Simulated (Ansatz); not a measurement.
## Cu: geometry relaxation (part 2 of 2)

Cu (1 atom in the cell); DFT with PBE, PAW plane waves, no spin polarisation (Ansatz 0.2.0); cutoff 420 eV, 12×12×12 k-mesh, cold smearing of 0.0584 eV. The structure derives from an entry of the Crystallography Open Database. It belongs to a series of runs on one base structure; here: semilocal partner.

Geometry of the input (Å; fractional positions):
```
0.0000  1.7811  1.7811
1.7811  0.0000  1.7811
1.7811  1.7811  0.0000
Cu 0.0000  0.0000  0.0000
```

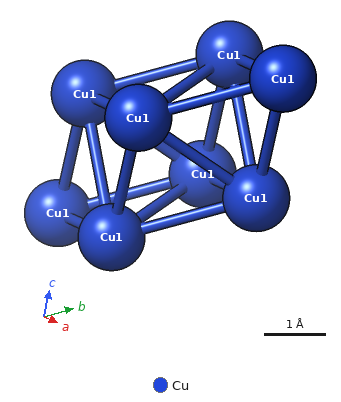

Fig. 1: The geometry at step 2 of the log (ball-and-stick view of the cell of the calculation, seen slightly off an axis; atoms are numbered from 1 in the order of the input).

Output, continued:
```
relax step   4: F+E_penalty+E_count = -6625.17041489 eV  Δ(F+E_penalty+E_count) = -2.097e-5 eV  max|allowed force component| = 0.000e0 eV/Å  Δτ_max = 0.0000 Å  P = +0.001 GPa  Ω = 11.948 Å³  energy of the carried Pulay correction = -5.495e-4 eV  (4 SCF iters, dr2 threshold 1.00e-7 eV, accepted)
Initial wavefunctions: pseudopotential atomic-orbital guess (no wavefunctions were taken with the density)
iter 1 solved again at ethr=1.38e-8 eV; its pass at ethr=3.10e-3 eV (dr2=2.61e-6 eV) is discarded
SCF iter   1: F=—  HF=-6625.170516 eV  |F-HF|=—  |Δ(HF+E_count)|=         —  Δρ=9.80e-4  dr2=2.61e-6  ethr=1.38e-8  ⟨swp⟩=3.1  Hψ=8103  notcnv=0
preconditioner: auto → none  [insulator: Δε(μ)=0.057 eV  Ē_g=16.892 eV  σ=0.058 eV  W_gap=0.64  n_scr=0 (ndim 8)  ℏωp=35.6 eV  f_vac=0.000  D(μ)=0.34/eV (n_scr^D=0)  ε∞_Penn≈5.4]
SCF iter   2: F=—  HF=-6625.170755 eV  |F-HF|=—  |Δ(HF+E_count)|=   2.39e-4  S|Δr|=    0.00e0  Δρ=4.90e-4  dr2=7.42e-7  ethr=1.37e-8  ⟨swp⟩=1.1  Hψ=1062  notcnv=0
SCF iter   3: F=—  HF=-6625.170832 eV  |F-HF|=—  |Δ(HF+E_count)|=   7.69e-5  S|Δr|=    0.00e0  Δρ=5.80e-5  dr2=7.79e-8  ethr=3.90e-9  ⟨swp⟩=1.1  Hψ=1013  notcnv=0
SCF iter   4: F=—  HF=-6625.170833 eV  |F-HF|=—  |Δ(HF+E_count)|=   6.68e-7  S|Δr|=    0.00e0  Δρ=6.41e-6  dr2=2.53e-10  ethr=4.10e-10  ⟨swp⟩=2.0  Hψ=1380  notcnv=0
SCF iter   5: F=—  HF=-6625.170833 eV  |F-HF|=—  |Δ(HF+E_count)|=   1.25e-8  S|Δr|=    0.00e0  Δρ=3.73e-7  dr2=1.18e-11  ethr=1.33e-12  ⟨swp⟩=2.1  Hψ=1471  notcnv=0
SCF iter   6: F=-6625.170833 eV  HF=-6625.170833 eV  |F-HF|=1.82e-12  |Δ(HF+E_count)|=  4.55e-12  S|Δr|=    0.00e0  Δρ=4.60e-8  dr2=2.64e-14  ethr=1.00e-12  ⟨swp⟩=4.4  Hψ=3458  notcnv=0
SCF 5 converged in 6 iterations: F = -6625.170833 eV  dr2 = 2.64e-14
relax step   5: F+E_penalty+E_count = -6625.17083303 eV  Δ(F+E_penalty+E_count) = -4.181e-4 eV  max|allowed force component| = 0.000e0 eV/Å  Δτ_max = 0.0000 Å  P = -0.058 GPa  Ω = 11.948 Å³  stress off target by 5.81e-2 GPa  SCF on the basis re-selected at this cell (its energy is not comparable with the rows above)  (6 SCF iters)
basis re-selected at this cell: Δ(F+E_penalty+E_count) = -4.181e-4 eV, ΔP = -0.059 GPa vs the last step (what re-selecting the basis moved, of the pressure what is left beyond the Pulay correction that the steps carried, after the strain that the cell walked since its last selection, with what the two solves' SCF thresholds leave and, on support functions, any second-order correction that the steps lacked; it is no measure of the basis error at this ecutwfc). This SCF's stress stands 5.81e-2 GPa from its target on what of the cell is left free (relax.cell.stress_tol is 5.00e-2 GPa) and its largest allowed force component is 0.00e0 eV/Å (relax.f_tol is 3.00e-2 eV/Å): not within both, so this SCF does not close the relaxation
Crystal: 1 atoms, lattice volume = 11.943 Å³
iter 1 solved again at ethr=9.99e-9 eV; its pass at ethr=3.10e-3 eV (dr2=1.90e-6 eV) is discarded
SCF iter   1: F=—  HF=-6625.170839 eV  |F-HF|=—  |Δ(HF+E_count)|=         —  Δρ=1.59e-4  dr2=1.92e-6  ethr=9.99e-9  ⟨swp⟩=1.7  Hψ=6016  notcnv=0
preconditioner: auto → none  [insulator: Δε(μ)=0.058 eV  Ē_g=16.896 eV  σ=0.058 eV  W_gap=0.64  n_scr=0 (ndim 8)  ℏωp=35.6 eV  f_vac=0.000  D(μ)=0.34/eV (n_scr^D=0)  ε∞_Penn≈5.4]
SCF iter   2: F=—  HF=-6625.170838 eV  |F-HF|=—  |Δ(HF+E_count)|=   1.25e-6  S|Δr|=    0.00e0  Δρ=1.20e-5  dr2=1.04e-8  ethr=9.99e-9  ⟨swp⟩=2.2  Hψ=1385  notcnv=0
SCF iter   3: F=-6625.170838 eV  HF=-6625.170838 eV  |F-HF|=4.61e-9  |Δ(HF+E_count)|=   1.45e-8  S|Δr|=    0.00e0  Δρ=8.60e-6  dr2=7.46e-9  ethr=4.45e-11  ⟨swp⟩=6.2  Hψ=4727  notcnv=0
SCF 6 converged in 3 iterations: F = -6625.170838 eV  dr2 = 7.46e-9
relax step   6: F+E_penalty+E_count = -6625.17083766 eV  Δ(F+E_penalty+E_count) = -4.625e-6 eV  max|allowed force component| = 0.000e0 eV/Å  Δτ_max = 0.0000 Å  P = -0.001 GPa  Ω = 11.943 Å³  energy of the carried Pulay correction = +3.728e-6 eV  (3 SCF iters, dr2 threshold 8.45e-9 eV, accepted)
iter 1 solved again at ethr=5.29e-10 eV; its pass at ethr=3.10e-3 eV (dr2=1.00e-7 eV) is discarded
SCF iter   1: F=—  HF=-6625.170839 eV  |F-HF|=—  |Δ(HF+E_count)|=         —  Δρ=8.36e-6  dr2=7.09e-9  ethr=5.29e-10  ⟨swp⟩=4.3  Hψ=8740  notcnv=0
preconditioner: auto → none  [insulator: Δε(μ)=0.058 eV  Ē_g=16.897 eV  σ=0.058 eV  W_gap=0.64  n_scr=0 (ndim 8)  ℏωp=35.6 eV  f_vac=0.000  D(μ)=0.34/eV (n_scr^D=0)  ε∞_Penn≈5.4]
SCF iter   2: F=—  HF=-6625.170838 eV  |F-HF|=—  |Δ(HF+E_count)|=   8.60e-7  S|Δr|=    0.00e0  Δρ=2.81e-6  dr2=7.33e-10  ethr=3.73e-11  ⟨swp⟩=1.1  Hψ=1025  notcnv=0
SCF iter   3: F=—  HF=-6625.170838 eV  |F-HF|=—  |Δ(HF+E_count)|=  1.03e-10  S|Δr|=    0.00e0  Δρ=4.55e-7  dr2=1.01e-11  ethr=3.86e-12  ⟨swp⟩=2.0  Hψ=1382  notcnv=0
SCF iter   4: F=-6625.170838 eV  HF=-6625.170838 eV  |F-HF|=9.09e-13  |Δ(HF+E_count)|=  2.00e-11  S|Δr|=    0.00e0  Δρ=3.30e-7  dr2=4.43e-12  ethr=1.00e-12  ⟨swp⟩=5.0  Hψ=3733  notcnv=0
SCF 7 converged in 4 iterations: F = -6625.170838 eV  dr2 = 4.43e-12
relax step   7: F+E_penalty+E_count = -6625.17083766 eV  Δ(F+E_penalty+E_count) = -2.727e-9 eV  max|allowed force component| = 0.000e0 eV/Å  Δτ_max = 0.0000 Å  P = -0.001 GPa  Ω = 11.943 Å³  stress off target by 1.03e-3 GPa  SCF on the basis re-selected at this cell (its energy is not comparable with the rows above)  (4 SCF iters)
basis re-selected at this cell: Δ(F+E_penalty+E_count) = -2.727e-9 eV, ΔP = -0.000 GPa vs the last step (what re-selecting the basis moved, of the pressure what is left beyond the Pulay correction that the steps carried, after the strain that the cell walked since its last selection, with what the two solves' SCF thresholds leave and, on support functions, any second-order correction that the steps lacked; it is no measure of the basis error at this ecutwfc). This SCF's stress stands 1.03e-3 GPa from its target on what of the cell is left free (relax.cell.stress_tol is 5.00e-2 GPa) and its largest allowed force component is 0.00e0 eV/Å (relax.f_tol is 3.00e-2 eV/Å): within both
SCF converged after 4 iterations
Stability not checked: this state was not tested for a lower state beside it, because cold or Methfessel-Paxton smearing, or corrected tetrahedra, fill the levels in a way that the test cannot read (fill_not_monotonic; see scf.lower_state_search)
Free energy (F): -6625.170838 eV
Harris-Foulkes:  -6625.170838 eV  (|F-HF|=9.09e-13)
Internal energy: -6625.170640 eV  (E = F + TS)
E sigma→0 (E₀):  -6625.170772 eV
Entropy (-TS):   -0.000197 eV (-0.197 meV/atom)
Fermi energy:    16.448780 eV
--- Per-component energies (eV) ---
  E_band       = -363.439885
  E_kinetic    = 299.780330
  E_local      = -4070.631590  (includes V_loc(G=0)·N_el)
  E_nonlocal   = 389.820775
  E_hartree    = 1792.469287
  E_xc         = -89.494295
  E_vxc        = -115.486244  (∫ρ·V_xc dr)
  E_paw        = -1662.887895  (= ΣΔE_a)
  E_vpaw       = -451.861808  (= ΣTr[D̂ρ^β])
  E_aug_tail   = 0.000242  (compensation charges beyond the density's cutoff)
  E_ewald      = -3284.227494
  E_smearing   = -0.000197  (= −TS)
  E_closure    = 0.000000  (closes the sum)
  Σ components = -6625.170838   (vs F -6625.170838, Δ=0.00e0)
--- Forces (eV/Å), atoms counted from 1 ---
  atom   1  Cu     0.00000000     0.00000000    -0.00000000
  max |Σ_I F_I| component: 5.92e-31 eV/Å
--- Stress (GPa, compression-positive) ---
       -0.001031      -0.000000       0.000000
       -0.000000      -0.001031      -0.000000
        0.000000      -0.000000      -0.001031
  P = ⅓ Tr σ = -0.0010 GPa (-0.010 kbar)
--- Band table (eV; the first three rows and the last of 72) ---
  k-point 0: bands = ["-96.0287", "-53.3430", "-53.3430", "-53.3430", "7.2031", "13.5536", "13.5536", "13.5536", "14.3723", "14.3723", "39.0451", "41.4593", "41.4593", "41.4593"]
  k-point 1: bands = ["-96.0278", "-53.3499", "-53.3440", "-53.3440", "7.4538", "13.5016", "13.5996", "13.5996", "14.3552", "14.3552", "37.2371", "39.8180", "40.7716", "40.7716"]
  k-point 2: bands = ["-96.0254", "-53.3687", "-53.3468", "-53.3468", "8.1856", "13.3795", "13.6914", "13.6914", "14.3470", "14.3470", "33.0125", "39.4274", "39.7963", "39.7963"]
  k-point 71: bands = ["-96.0113", "-53.4116", "-53.4116", "-53.3829", "12.4452", "13.0454", "13.0454", "14.3302", "15.0810", "22.6636", "22.6636", "24.7734", "25.1736", "44.5215"]
--- Relaxed structure (5 steps of the walk, 5 accepted, 2 SCFs on fresh bases) ---
  F+E_penalty+E_count = -6625.17083766 eV   max|allowed force component| = 0.000e0 eV/Å   (the final SCF, on the basis selected at the relaxed cell)
  cell:  # Å, volume = 11.9428 Å³
    - [2.3844748950003842e-34, 1.8142287848736605, 1.8142287848736605]
    - [1.8142287848736605, 7.881903473572603e-35, 1.8142287848736605]
    - [1.8142287848736605, 1.8142287848736605, -3.46326067860872e-35]
  atoms:
    - { symbol: Cu, position: [0.0, 0.0, 0.0] }
--- Löwdin populations: 1 site ---
  site symbol       q [e]
     0     Cu     18.8317
  spilling = 0.008855 (of n_electrons = 19.000000)
--- Bader charges: 1 site ---
  site symbol  charge [e]  shift [e]
     0     Cu      0.0000     0.0000
  estimated error of the sums over rays = 2.0e-7 e
```

Trajectory as extended XYZ (Å, eV, eV/Å), 7 frames, from step=1 to step=7:
```
1
Lattice="0.0000 1.7811 1.7811 1.7811 0.0000 1.7811 1.7811 1.7811 0.0000" Properties=species:S:1:pos:R:3:forces:R:3 step=1 energy=-6625.15368 pressure_GPa=9.05
Cu    0.0000    0.0000    0.0000    0.0000   0.0000   0.0000
1
Lattice="0.0000 1.7965 1.7965 1.7965 0.0000 1.7965 1.7965 1.7965 0.0000" Properties=species:S:1:pos:R:3:forces:R:3 step=2 energy=-6625.16589 pressure_GPa=4.54
Cu    0.0000    0.0000    0.0000    0.0000   0.0000   0.0000
1
Lattice="0.0000 1.8126 1.8126 1.8126 0.0000 1.8126 1.8126 1.8126 0.0000" Properties=species:S:1:pos:R:3:forces:R:3 step=3 energy=-6625.17039 pressure_GPa=0.44
Cu    0.0000    0.0000    0.0000    0.0000   0.0000   0.0000
1
Lattice="0.0000 1.8145 1.8145 1.8145 0.0000 1.8145 1.8145 1.8145 0.0000" Properties=species:S:1:pos:R:3:forces:R:3 step=4 energy=-6625.17041 pressure_GPa=0.00
Cu    0.0000    0.0000    0.0000    0.0000   0.0000   0.0000
1
Lattice="0.0000 1.8145 1.8145 1.8145 0.0000 1.8145 1.8145 1.8145 0.0000" Properties=species:S:1:pos:R:3:forces:R:3 step=5 energy=-6625.17083 pressure_GPa=-0.06
Cu    0.0000    0.0000    0.0000    0.0000   0.0000   0.0000
1
Lattice="0.0000 1.8142 1.8142 1.8142 0.0000 1.8142 1.8142 1.8142 0.0000" Properties=species:S:1:pos:R:3:forces:R:3 step=6 energy=-6625.17084 pressure_GPa=-0.00
Cu    0.0000    0.0000    0.0000    0.0000   0.0000   0.0000
1
Lattice="0.0000 1.8142 1.8142 1.8142 0.0000 1.8142 1.8142 1.8142 0.0000" Properties=species:S:1:pos:R:3:forces:R:3 step=7 energy=-6625.17084 pressure_GPa=-0.00
Cu    0.0000    0.0000    0.0000    0.0000   0.0000   0.0000
```

Summary:

| quantity | value |
| --- | --- |
| outcome | converged |
| space group (tolerance 0.01 Å) | Fm-3m (225) |
| electrons treated | 19 |
| free energy | −6625.1708 eV |
| Fermi energy | 16.449 eV |
| pressure | 0.00 GPa |
| final volume | 11.94 Å³ |
| electronic character | metal |
| largest force (length of the vector) at the end | under 0.001 eV/Å |
| final cell | a = 2.566 Å, b = 2.566 Å, c = 2.566 Å, α = 60.00°, β = 60.00°, γ = 60.00° |
| hardware | 2 threads of Arm Neoverse V1, 24 GiB of memory available, shared host |
| wall time | 5.5 s (CPU time 11 s) |
| peak memory | 0.29 GiB |
